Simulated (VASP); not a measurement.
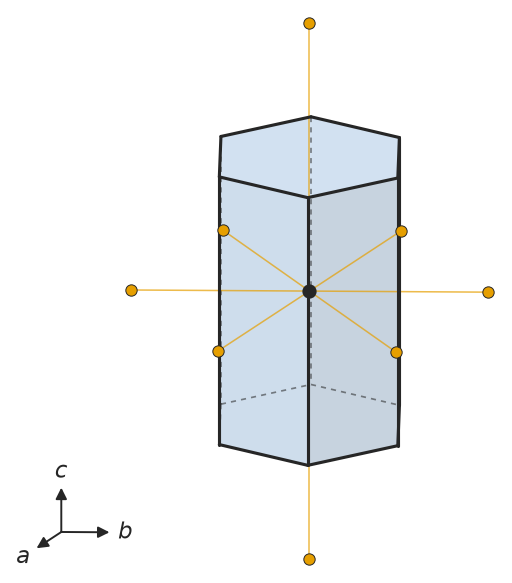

Crystal: GaN, the end point of a relaxation with VASP Kohn-Sham DFT of a periodic cell, MS2, VASP PAW PBE potentials, recommended in VASP. The Wigner–Seitz cell of the crystal's lattice, with lines to the lattice points that define its faces. The drawing is computed from the coordinates (standard cell, symmetry found to 0.002 Å).

a = 3.164 Å, b = 3.164 Å, c = 5.158 Å, α = 90.00°, β = 90.00°, γ = 120.00°; lattice centring P.

**Which of Fedorov's five parallelohedra is it?**

A hexagonal prism: 8 faces (6 with 4 edges, 2 with 6 edges), 18 edges, 12 vertices. Its volume is that of the primitive cell, 44.7 Å³.

**Which lattice vectors do the faces bisect?**

| example | length (Å) | faces | edges of each | area (Å²) |
| --- | --- | --- | --- | --- |
| a + b | 3.16 | 6 | 4 | 9.4 |
| c | 5.16 | 2 | 6 | 8.7 |
